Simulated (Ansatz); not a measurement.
# LiCl: what the fields show

```
Li Cl
1.0
     2.62888   -2.62888    0.00000
     2.62888    2.62888    0.00000
     0.00000    0.00000    5.12952
Li Cl
2 2
Cartesian
  0.0000 0.0000 0.0000
  2.6289 0.0000 2.5648
  2.6289 0.0000 0.0000
  0.0000 0.0000 2.5648
```

Space group I4/mmm; changed on purpose from its base cell (strain +0.025 along x and y, +0.000 along z, atoms carried along).

Level of theory: Ansatz 0.2.0, DFT PBE, scalar-relativistic, plane waves, PAW.

Core electrons are frozen (PAW), and the valence fields are smoothed inside the atomic spheres.

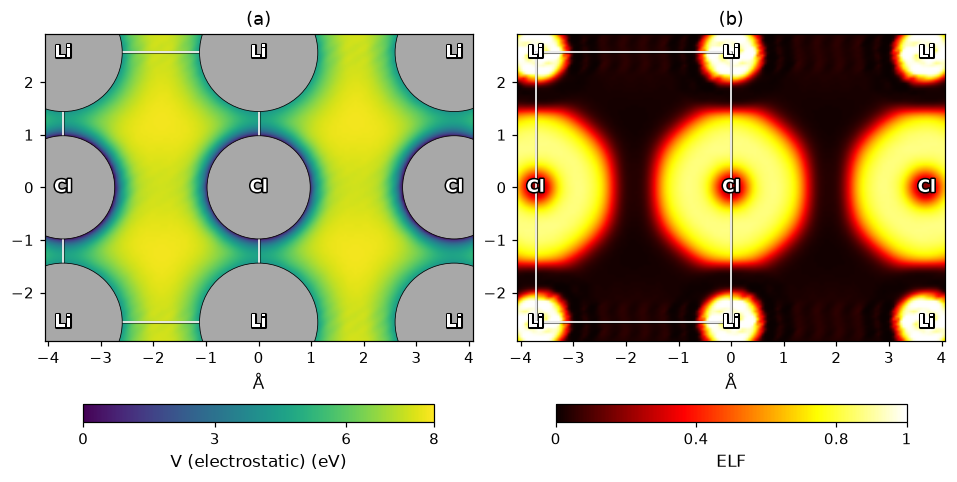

Figure 1. (a) electrostatic potential (local pseudopotential plus Hartree) felt by an electron; (b) ELF on the (100) plane of the conventional cell. Grey discs cover the atomic cores in the potential map.

Q: Describe what can be read from this map.

A:
- The section cuts through Li and Cl sites.
- Li–Cl (2.56 Å): the ELF peaks at about 0.90 in the valence shell of Cl, 0.8 Å from its nucleus, and falls to about 0 next to Li (a closed-shell, largely ionic contact).
- The features right at Li lie inside the PAW spheres, where the map follows smoothed inner orbitals and isn't to be read closely.
- Outside the cores the potential energy rises away from the atoms and is highest about 2.2 Å from the nearest atoms; its zero is arbitrary.

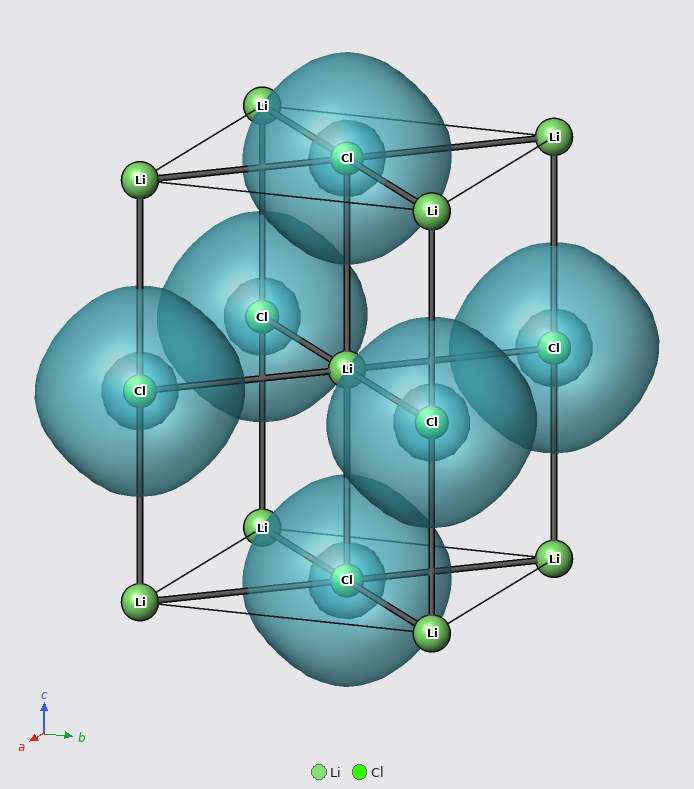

Figure 2. Isosurface of the electron localisation function at 0.75 (cyan), seen slightly off an axis. Core shells and regions of very low density are left out. Sticks mark near contacts.

Q: Describe the localisation domains.

A: At this value the surface marks out two regions wrapped around Cl (the valence shell of each), counted in one cell of 4 atoms. Any copies at cell faces, edges or corners count once. Profiles from the grid: Li–Cl (2.63 Å): the ELF peaks at about 0.85 in the valence shell of Cl, 0.8 Å from its nucleus, and falls to about 0 next to Li; an ionic contact with no shared pair.

Q: Does the calculation make it a metal, or give it a gap?

A: It is gapped, with a Kohn–Sham gap of 6.0 eV on the k-point mesh, an upper bound to the gap of this method.
